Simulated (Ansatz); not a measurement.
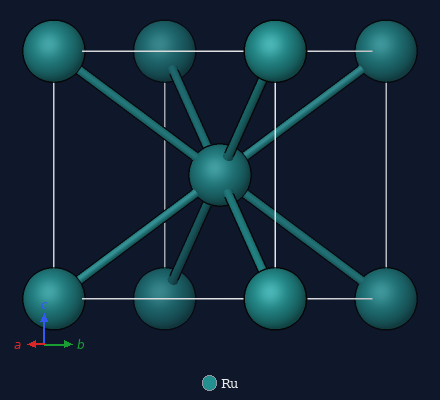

Ru (Im-3m, No. 229): the input geometry of a calculation; the starting structure was generated, so it need not be a known form of this composition.

```cif
data_structure
_symmetry_space_group_name_H-M 'Im-3m'
_symmetry_Int_Tables_number 229
_cell_length_a 3.0540
_cell_length_b 3.0540
_cell_length_c 3.0540
_cell_angle_alpha 90.000
_cell_angle_beta 90.000
_cell_angle_gamma 90.000
_cell_volume 28.49
loop_
_atom_site_label
_atom_site_type_symbol
_atom_site_symmetry_multiplicity
_atom_site_Wyckoff_symbol
_atom_site_fract_x
_atom_site_fract_y
_atom_site_fract_z
_atom_site_occupancy
Ru1 Ru 2 a 0.00000 0.00000 0.00000 1
```

What will a HAADF-like image along [210] show? Simulated incoherent Z contrast: every atom adds Z^1.7 spread by a probe of 0.67 Å full width; channelling and multiple scattering are left out. The display is stretched by a gamma of 0.65; percentages refer to the linear signal. Shot noise was added.

Answer. The columns repeat on a centred rectangular net of 1.37 × 3.05 Å (plane group c2mm). All columns are alike (Ru). The shortest distance between visible columns is 1.37 Å in projection. Along the beam the structure repeats every 6.83 Å.

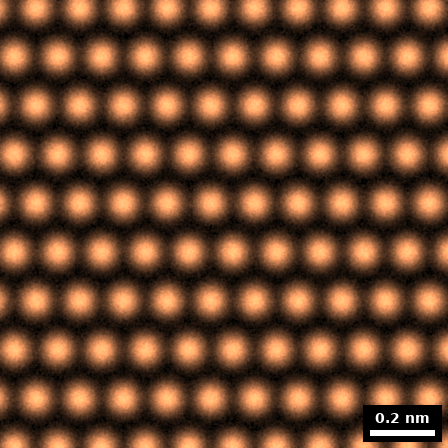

The simulated image.
